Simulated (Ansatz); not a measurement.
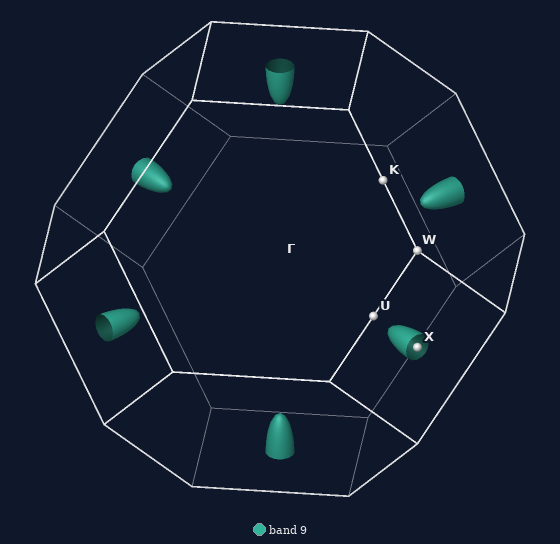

Constant-energy surfaces of YN (space group Fm-3m, No. 225), 0.20 eV above the conduction-band minimum (one colour a band).

All numbers here come from DFT PBE, scalar-relativistic, plane waves, PAW; levels and slopes on a dense k mesh at the converged density (Ansatz 0.2.0). No spin polarisation. Mesh 34×34×34, interpolated with the band slopes. Unrelaxed database geometry.

Masses come from a second pass at points close to the extrema; at the energies drawn a band may no longer be parabolic.

Describe the band extrema that these surfaces surround.

Band 9 forms the conduction edge. Within this energy: three equivalent minima at X, principal masses 0.10, 0.10 and 1.29 mₑ.

Where one band's surface lies inside another's, the outer one hides all or part of it.

Spin-orbit coupling, left out here, can change the gap, its kind, the place of the band edges and the masses, since the compound holds Y.

Time for the whole run: 17 s on 1 thread of Arm Neoverse V1, on a shared host, peak memory 0.45 GiB.
